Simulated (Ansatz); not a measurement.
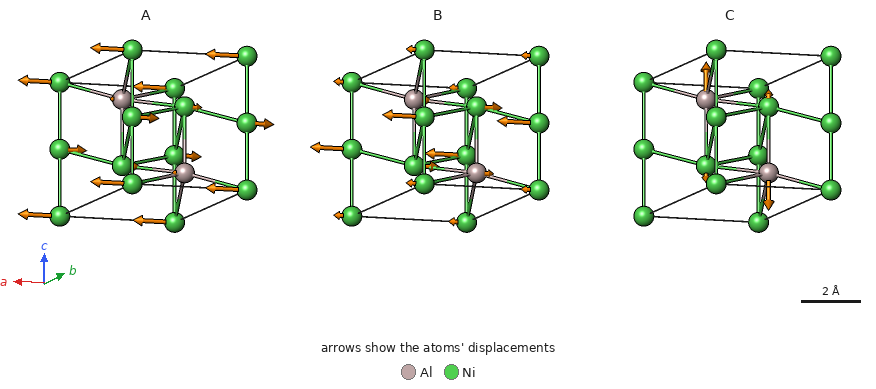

Modes of solid AlNi2, space group P-3m1 (No. 164), at the zone centre (one member of each degenerate set). The orange arrows give the relative displacements of the atoms. The picture is a ball-and-stick view of the cell of the calculation, seen from a free direction.

All numbers below come from DFT PBEsol, scalar-relativistic, plane waves, PAW (Ansatz 0.2.0).

Question: Give the symmetry species and the selection rules of each.

Answer: A is E_u, infrared-active by symmetry (166 cm⁻¹). B is E_u, infrared-active by symmetry (237 cm⁻¹). C is A₁g, Raman-active by symmetry (333 cm⁻¹). The crystal has a centre of inversion, so no mode is both. In a metal the free carriers screen the infrared response.

Limits of the set-up: an element that often carries a moment was run without spin polarisation.
